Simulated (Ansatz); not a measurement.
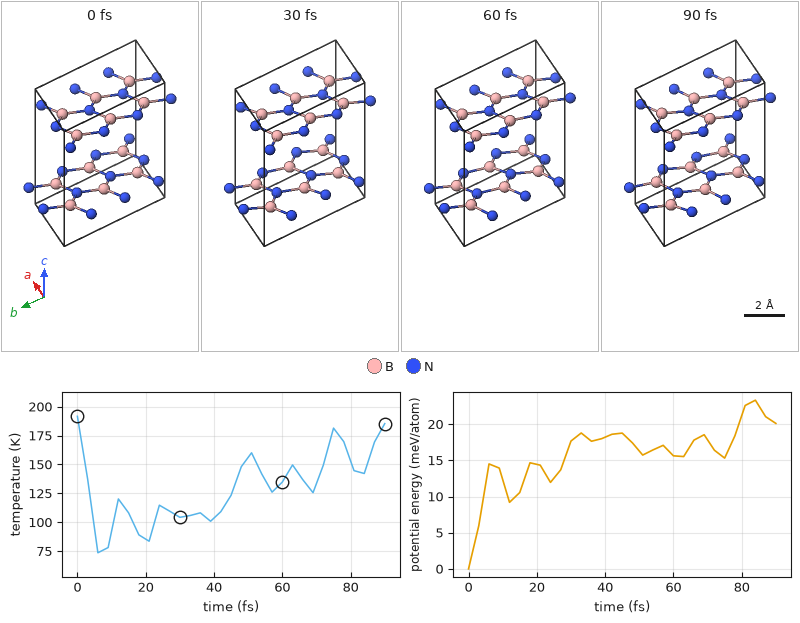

A Born-Oppenheimer molecular dynamics run of a 24-atom cell of BN (built on the measured structure type), 90 fs long. Frames and the history of the run. A ball-and-stick model of the simulation cell, seen from a free direction. Bonds to atoms that aren't drawn are left out.

Computed with DFT, PBEsol, plane waves, PAW in Ansatz. Settings: plane-wave cutoff 420 eV; k-point mesh 4 × 2 × 2; Fermi-Dirac smearing 0.02 eV; Langevin thermostat (NVT); set temperature 200 K; time step 3 fs.

### What do the frames and curves show?

The mean temperature in the second half is 149 K (standard deviation 19 K). The potential energy in the second half lies on average 18.1 meV per atom above the first frame. In the second half of the run the atoms are, in the root-mean-square, this far from where they began (common drift taken out): N 0.10 Å, B 0.09 Å. The run lasts only 90 fs, too short to tell vibration from diffusion.

Cost: 2.5 min on 4 threads of Arm Neoverse N1 (shared host), peak memory 0.69 GiB.
